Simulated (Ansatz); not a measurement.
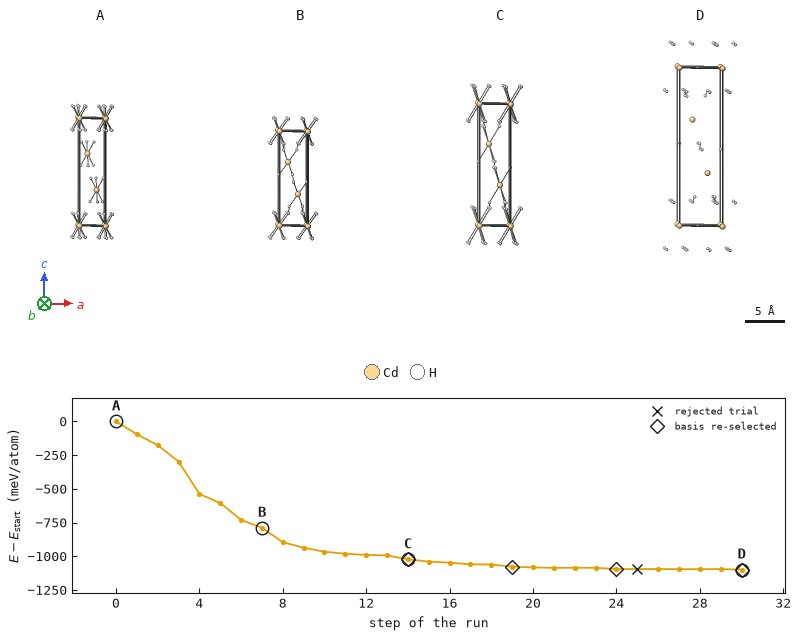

Frames of a relaxation of a crystal of CdH6 (a generated structure, set up in R-3) (coarse preliminary run), marked on the history of the run. The picture is a ball-and-stick view of the conventional cell (3 times the calculation's cell), seen from a free direction. Lengths and directions refer to the drawn axes.

Theory: DFT PBE, scalar-relativistic, plane waves, PAW in Ansatz.

Input file:
```yaml
crystal:
  lattice:
    - [1.92026405, 1.10866497, 4.64361804]
    - [-1.92026405, 1.10866497, 4.64361804]
    - [0.0, -2.21732993, 4.64361804]
  atoms:
    - { symbol: Cd, position: [0.0, 0.0, 0.0] }
    - { symbol: H, position: [0.90524824, 0.12580627, 0.64036921] }
    - { symbol: H, position: [0.64036921, 0.90524824, 0.12580627] }
    - { symbol: H, position: [0.12580627, 0.64036921, 0.90524824] }
    - { symbol: H, position: [0.09475176, 0.87419373, 0.35963079] }
    - { symbol: H, position: [0.35963079, 0.09475176, 0.87419373] }
    - { symbol: H, position: [0.87419373, 0.35963079, 0.09475176] }
basis:
  ecutwfc: 420
kpoints:
  mp_grid: { grid: [6, 6, 6] }
hamiltonian:
  xc: pbe
scf:
  occupations: { method: gaussian, width: 0.1 }
  lower_state_search: "off"
output:
  forces: true
  stress: true
  eigenvalues: true
relax:
  adjacent_minimum: "off"
  f_tol: 0.04
  max_steps: 70
  cell: { stress_tol: 0.4 }
```

Run as
```bash
ansatz run input.yaml --threads 1 --pin off --max-ram 2560MiB --backend cpu --events-out ev --progress --plain --runs-dir out
```

Question: Describe the path.

Answer: After 25 accepted moves (30 points after the start) the energy has fallen by 1099 meV per atom. Largest force component: 0.69 eV/Å at the start, 0.018 eV/Å at the end. Pressure: 0.78 GPa at the start and 0.04 GPa at the end. The line search rejected the trial step at point 25 of the run. The SCF was repeated 4 times at an unchanged geometry on a basis and grid sized afresh for the cell, which shifted the energy by 30.1 meV per atom at most. The largest moves relative to the cell, 1.16 Å, are those of H2, H3, H4, H5, H6 and H7. H5 goes along [−1 −3 −1]. Cd stays in place. Cell: a = b 3.841 → 6.287 Å (+63.7 %), c 13.931 → 20.475 Å (+47.0 %). Volume +293.8 %. Among the contacts that change: Cd1–H2 1.789 → 3.493 Å, H2–H5 1.886 → 0.752 Å. New bonds form: H2–H5 (1.89 → 0.75 Å), H3–H6 (1.89 → 0.75 Å), H4–H7 (1.89 → 0.75 Å). Bonds break: Cd1–H2 (1.79 → 3.49 Å), Cd1–H3 (1.79 → 3.49 Å), Cd1–H4 (1.79 → 3.49 Å), Cd1–H5 (1.79 → 3.49 Å). The space group stays R-3 (No. 148). The run took 2 min on 1 thread of Arm Neoverse V2, on a shared host, peak memory 0.56 GiB. From step 0 to 7: H atoms move most (0.54 Å), volume +2.2 %, energy −789 meV per atom. From step 7 to 14: H atoms move most (0.26 Å), volume +56.4 %, energy −234 meV per atom. From step 14 to 30: H atoms move most (0.27 Å), volume +146.2 %, energy −75.8 meV per atom.
